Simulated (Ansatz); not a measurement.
# What a change does: band-structure calculation on Sn

System: Sn (I4₁/amd, 2 atoms in the cell).
Method of run 1: DFT, r2SCAN, plane waves, PAW, no spin polarisation (Ansatz 0.2.0).

The structure was built on a prototype by a generator. The geometry comes from this level: r2SCAN (a point of a series of strains). Text and figures count atoms from 1; the logs count them from 0 in places.

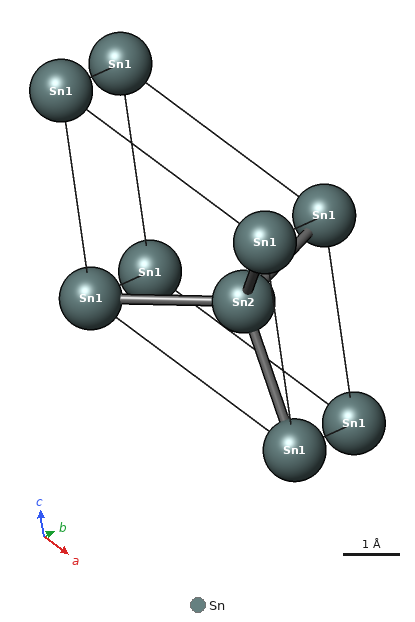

The structure as given in the input (ball-and-stick view of the reduced cell, seen slightly off an axis; atoms are numbered from 1 in the order of the input). Near neighbours in the crystal (not all of them lie inside the picture): Sn has 4 Sn at 2.85 Å.

## The input, run 1
```yaml
crystal:
  lattice:
    - [0.0, 3.2844597792, 3.3005536321]
    - [3.2844597792, 0.0, 3.3005536321]
    - [3.2844597792, 3.2844597792, 0.0]
  atoms:
    - { symbol: Sn, position: [0.0, 0.0, 0.0] }
    - { symbol: Sn, position: [0.25, 0.25, 0.25] }
kpoints:
  mp_grid: { grid: [6, 6, 6] }
  band_path:
    path:
      - [0.0, 0.0, 0.0]
      - [0.5, 0.0, 0.5]
      - [0.625, 0.25, 0.625]
      - [0.375, 0.375, 0.75]
      - [0.5, 0.5, 0.5]
      - [0.5, 0.25, 0.75]
      - [0.0, 0.0, 0.5]
    npoints: 1
hamiltonian:
  xc: r2scan
scf:
  occupations: { method: fermi_dirac, width: 0.02 }
  n_extra_bands: 4
output:
  forces: true
  stress: true
  eigenvalues: true
```

Command:
```bash
ansatz run input.yaml --threads 4 --pin off --max-ram 3686MiB --backend cpu --events-out ev --progress --plain --runs-dir out
```

Hardware: 4 threads of Arm Neoverse N1, 98 GiB of memory available, shared host.

## Output, shortened to warnings, some set-up lines, iterations and results (run 1)
```
Basis set: ecut = 500 eV, 1825 PW (Γ), exchange–correlation on 144×144×144 points (64 copies of the dense FFT grid, shifted against one another)
Symmetry: 16 space group operations
k-points: 30 of 216
Initial density: superposition of atomic densities (neutral atoms: chi_scale 0, normalization atom), corrected by the library's trained network
[...]
SCF iter   1: F=—  HF=-12077.240001 eV  |F-HF|=—  |Δ(HF+E_count)|=         —  Δρ=5.01e-3  dr2=7.27e-3  dr2_τ=4.47e-3  ethr=1.77e-3  ⟨swp⟩=6.2  Hψ=2967  notcnv=0
SCF iter   2: F=—  HF=-12077.247701 eV  |F-HF|=—  |Δ(HF+E_count)|=   7.70e-3  Δρ=2.46e-3  dr2=1.92e-3  dr2_τ=3.08e-5  ethr=2.60e-5  ⟨swp⟩=2.4  Hψ=1298  notcnv=0
SCF iter   3: F=—  HF=-12077.247810 eV  |F-HF|=—  |Δ(HF+E_count)|=   1.09e-4  Δρ=7.18e-4  dr2=1.98e-4  dr2_τ=6.71e-6  ethr=6.84e-6  ⟨swp⟩=2.0  Hψ=630  notcnv=0
SCF iter   4: F=—  HF=-12077.247796 eV  |F-HF|=—  |Δ(HF+E_count)|=   1.40e-5  Δρ=1.41e-4  dr2=2.62e-5  dr2_τ=1.31e-7  ethr=7.06e-7  ⟨swp⟩=2.0  Hψ=961  notcnv=0
SCF iter   5: F=—  HF=-12077.247806 eV  |F-HF|=—  |Δ(HF+E_count)|=   9.71e-6  Δρ=6.92e-5  dr2=5.52e-6  dr2_τ=5.71e-8  ethr=9.35e-8  ⟨swp⟩=3.0  Hψ=966  notcnv=0
SCF iter   6: F=—  HF=-12077.247805 eV  |F-HF|=—  |Δ(HF+E_count)|=   5.48e-7  Δρ=1.79e-5  dr2=1.94e-7  dr2_τ=4.36e-9  ethr=1.97e-8  ⟨swp⟩=2.0  Hψ=961  notcnv=0
SCF iter   7: F=-12077.247805 eV  HF=-12077.247805 eV  |F-HF|=2.46e-9  |Δ(HF+E_count)|=   1.14e-9  Δρ=5.38e-6  dr2=1.91e-8  dr2_τ=2.42e-10  ethr=3.57e-10  ⟨swp⟩=6.0  Hψ=2232  …
SCF 1 converged in 7 iterations: F = -12077.247805 eV  dr2 = 1.91e-8
NSCF: frozen V_eff on 7 k-points
SCF converged after 7 iterations
Free energy (F): -12077.247805 eV
Harris-Foulkes:  -12077.247805 eV  (|F-HF|=2.46e-9)
Internal energy: -12077.247213 eV  (E = F + TS)
E sigma→0 (E₀):  -12077.247509 eV
Entropy (-TS):   -0.000593 eV (-0.296 meV/atom)
Fermi energy:    7.257612 eV
--- Per-component energies (eV) ---
  E_band       = -279.310860
  E_kinetic    = 373.176116
  E_local      = -2352.839577  (includes V_loc(G=0)·N_el)
  E_nonlocal   = -64.894374
  E_hartree    = 1346.418016
  E_xc         = -747.658897
  E_vxc        = -207.070231  (∫ρ·V_xc dr)
  E_paw        = -8322.245593  (= ΣΔE_a)
  E_vpaw       = -733.795417  (= ΣTr[D̂ρ^β])
  E_aug_tail   = -0.000001  (compensation charges beyond the density's cutoff)
  E_vtau       = 13.282397  (kinetic-family band-sum trace: ∫τ·v_τ [+ j·A + Jᵃ·Aᵃ] dr)
  E_ewald      = -2310.673543
  E_core_change = 1.470640  (= ΣΔE_core)
  E_smearing   = -0.000593  (= −TS)
  E_closure    = -0.000000  (closes the sum)
  Σ components = -12077.247805   (vs F -12077.247805, Δ=0.00e0)
--- Forces (eV/Å), atoms counted from 1 ---
  atom   1  Sn     0.00000000     0.00000000     0.00000000
  atom   2  Sn     0.00000000     0.00000000     0.00000000
  max |Σ_I F_I| component: 2.78e-17 eV/Å
--- Stress (GPa, compression-positive) ---
       -0.162559       0.000000       0.000000
        0.000000      -0.162559       0.000000
        0.000000       0.000000      -0.292503
  P = ⅓ Tr σ = -0.2059 GPa (-2.059 kbar)
```

For run 2 the input was changed thus:
```diff
-  xc: r2scan
+  xc: pbe
```

What does this change do to the results?

The total energies belong to different methods, so their difference says nothing on which is more stable or more accurate. The pressure goes from −0.21 to 1.38 GPa. The functional changes from r2SCAN to PBE. The SCF takes 6 iterations against 7. The default cutoff goes from 500 to 420 eV with the change. The plane waves at Γ go from 1825 to 1411.

## Output, shortened to warnings, some set-up lines, iterations and results (run 2)
```
Basis set: ecut = 420 eV, 1411 PW (Γ), exchange–correlation on 64×64×64 points (8 copies of the dense FFT grid, shifted against one another)
Symmetry: 16 space group operations
k-points: 30 of 216
Initial density: superposition of atomic densities (neutral atoms: chi_scale 0, normalization atom), corrected by the library's trained network
[...]
SCF iter   1: F=—  HF=-12048.382683 eV  |F-HF|=—  |Δ(HF+E_count)|=         —  Δρ=7.34e-4  dr2=3.96e-4  ethr=1.77e-3  ⟨swp⟩=6.2  Hψ=2918  notcnv=0
SCF iter   2: F=—  HF=-12048.381734 eV  |F-HF|=—  |Δ(HF+E_count)|=   9.49e-4  Δρ=3.80e-4  dr2=1.57e-4  ethr=1.41e-6  ⟨swp⟩=2.1  Hψ=1295  notcnv=0
SCF iter   3: F=—  HF=-12048.381834 eV  |F-HF|=—  |Δ(HF+E_count)|=   1.00e-4  Δρ=1.55e-4  dr2=1.14e-5  ethr=5.60e-7  ⟨swp⟩=2.0  Hψ=1051  notcnv=0
SCF iter   4: F=—  HF=-12048.381864 eV  |F-HF|=—  |Δ(HF+E_count)|=   2.97e-5  Δρ=6.51e-5  dr2=2.43e-6  ethr=4.07e-8  ⟨swp⟩=3.0  Hψ=965  notcnv=0
SCF iter   5: F=-12048.381867 eV  HF=-12048.381867 eV  |F-HF|=2.23e-8  |Δ(HF+E_count)|=   3.43e-6  Δρ=3.80e-6  dr2=1.09e-8  ethr=8.69e-9  ⟨swp⟩=2.0  Hψ=961  notcnv=0
SCF iter   6: F=-12048.381867 eV  HF=-12048.381867 eV  |F-HF|=6.00e-11  |Δ(HF+E_count)|=   3.21e-8  Δρ=3.48e-7  dr2=5.29e-11  ethr=3.90e-11  ⟨swp⟩=2.5  Hψ=1792  notcnv=0
SCF 1 converged in 6 iterations: F = -12048.381867 eV  dr2 = 5.29e-11
NSCF: frozen V_eff on 7 k-points
SCF converged after 6 iterations
Free energy (F): -12048.381867 eV
Harris-Foulkes:  -12048.381867 eV  (|F-HF|=6.00e-11)
Internal energy: -12048.381349 eV  (E = F + TS)
E sigma→0 (E₀):  -12048.381608 eV
Entropy (-TS):   -0.000518 eV (-0.259 meV/atom)
Fermi energy:    7.237732 eV
--- Per-component energies (eV) ---
  E_band       = -260.004568
  E_kinetic    = 373.976082
  E_local      = -2352.648487  (includes V_loc(G=0)·N_el)
  E_nonlocal   = -64.006877
  E_hartree    = 1344.462137
  E_xc         = -763.767526
  E_vxc        = -190.596456  (∫ρ·V_xc dr)
  E_paw        = -8275.723135  (= ΣΔE_a)
  E_vpaw       = -715.653056  (= ΣTr[D̂ρ^β])
  E_aug_tail   = -0.000001  (compensation charges beyond the density's cutoff)
  E_ewald      = -2310.673543
  E_smearing   = -0.000518  (= −TS)
  E_closure    = 0.000000  (closes the sum)
  Σ components = -12048.381867   (vs F -12048.381867, Δ=0.00e0)
--- Forces (eV/Å), atoms counted from 1 ---
  atom   1  Sn     0.00000000    -0.00000000     0.00000000
  atom   2  Sn     0.00000000    -0.00000000     0.00000000
  max |Σ_I F_I| component: 1.73e-17 eV/Å
--- Stress (GPa, compression-positive) ---
        1.434717       0.000000       0.000000
        0.000000       1.434717       0.000000
        0.000000       0.000000       1.279308
  P = ⅓ Tr σ = 1.3829 GPa (13.829 kbar)
```

## The two runs side by side

| quantity | run 1 | run 2 |
| --- | --- | --- |
| outcome | converged | converged |
| free energy per atom (eV) | −6038.6239 | −6024.1909 |
| gap on the mesh (eV) | 0.00 | 0.00 |
| pressure (GPa) | −0.21 | 1.38 |
| largest force (eV/Å) | 0.000 | 0.000 |
| SCF iterations | 7 | 6 |
| irreducible k-points | 30 | 30 |
| plane waves at Γ | 1825 | 1411 |
| wall time (shared host) | 4.2 s | 1.7 s |
